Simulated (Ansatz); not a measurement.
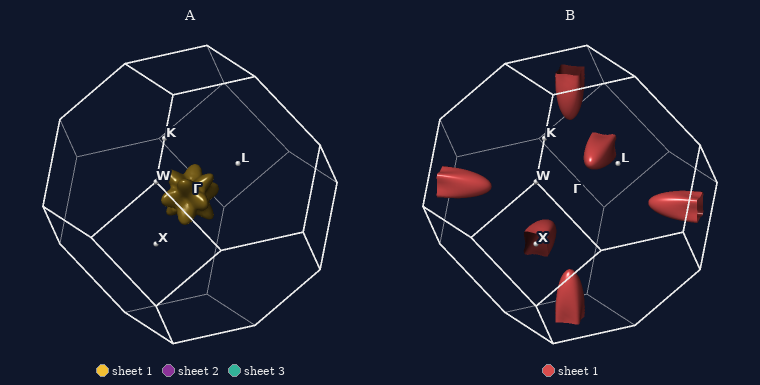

Constant-energy surfaces of BP in space group F-43m near its two band edges (0.20 eV into the valence band, 0.30 eV into the conduction band), in unknown order.

Computed with Ansatz, DFT PBEsol, scalar-relativistic, plane waves, PAW; levels and slopes on a dense k mesh at the converged density. No spin polarisation. Mesh 34×34×34, interpolated with the band slopes. The geometry was not relaxed.

Masses come from a second pass at points close to the extrema; at the energies drawn a band may no longer be parabolic.

### Which panel shows the holes and which the electrons?

A shows the valence band (holes), B the conduction band (electrons).

### Describe the extrema and the gap.

Valence band (extrema up to 0.20 eV from the edge): one maximum at Γ, three bands meeting there, with masses of 0.25 and 0.34 mₑ among them, each the same along x, y and z. Band 4 forms the valence edge; band 3 meets it there and band 2 meets it there.
Conduction band (extrema up to 0.30 eV from the edge): six equivalent minima on the Γ–X line, principal masses 0.22, 0.22 and 1.26 mₑ. Band 5 forms the conduction edge. The surfaces also take in X, where this band lies 0.10 eV above its edge, so they needn't be separate pockets.
The gap is indirect, 1.13 eV at this level of theory (semilocal functionals give gaps that are too small, and can reorder valleys that lie close).

Where one band's surface lies inside another's, the outer one hides all or part of it.

Spin-orbit coupling, left out here, can split bands that meet at an edge and change their masses.

Time for the whole run: 20 s on 1 thread of Intel(R) Xeon(R) Platinum 8488C (Sapphire Rapids), with other jobs on the host, peak memory 0.45 GiB.
